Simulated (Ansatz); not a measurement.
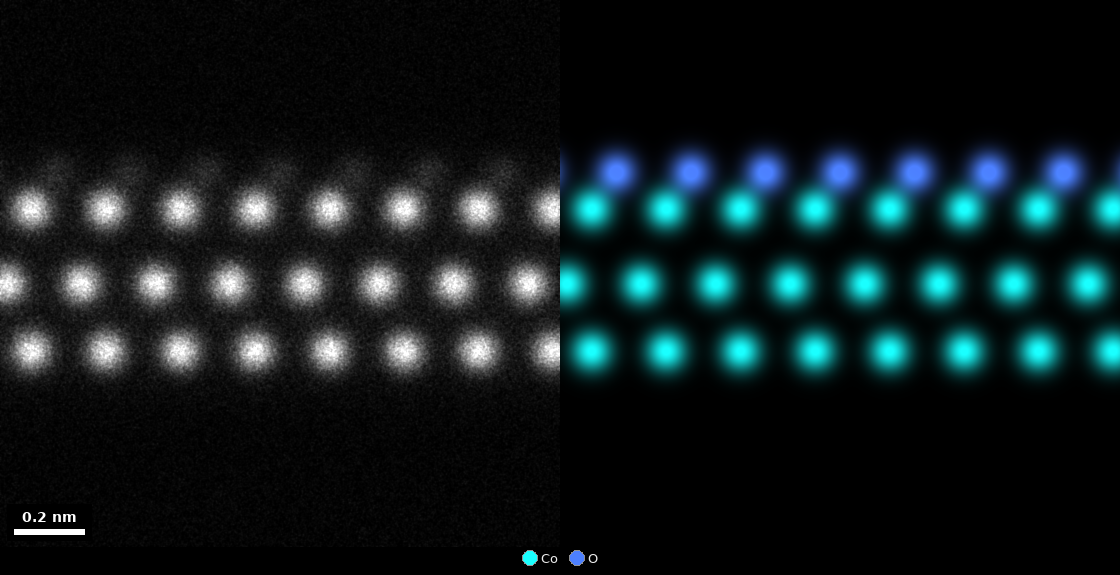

Cross-section of a slab, seen along a direction in its plane, the normal pointing up. Simulated incoherent Z contrast: every atom adds Z^1.7 spread by a probe of 0.84 Å full width; channelling and multiple scattering are left out. The probe carries 25 % of its weight in a tail 2.5 times as wide. Shot noise was added. Structure used: the geometry relaxed in a fixed cell under constraints with DFT PBEsol, scalar-relativistic, plane waves, PAW (Ansatz). The right panel is a simulated map of the elements in the same area (atoms counted along the beam, one colour per element).

> How many atomic planes does the slab have, and what do they hold from top to bottom?

4 planes (atoms within 0.35 Å in height count as one plane):

```json
{"plane": "1", "content": "O", "depth below the top plane (Å)": "0.0"}
{"plane": "2", "content": "Co", "depth below the top plane (Å)": "1.0"}
{"plane": "3", "content": "Co", "depth below the top plane (Å)": "3.2"}
{"plane": "4", "content": "Co", "depth below the top plane (Å)": "5.1"}
```

> How thick is it, and how does it end on either side?

The outermost planes are 5.1 Å apart. The upper face ends in O and the lower in Co, so the sequence of planes is different from the two sides.

The model is a (001) slab of Co (P6_3/mmc) with overall composition Co3O.
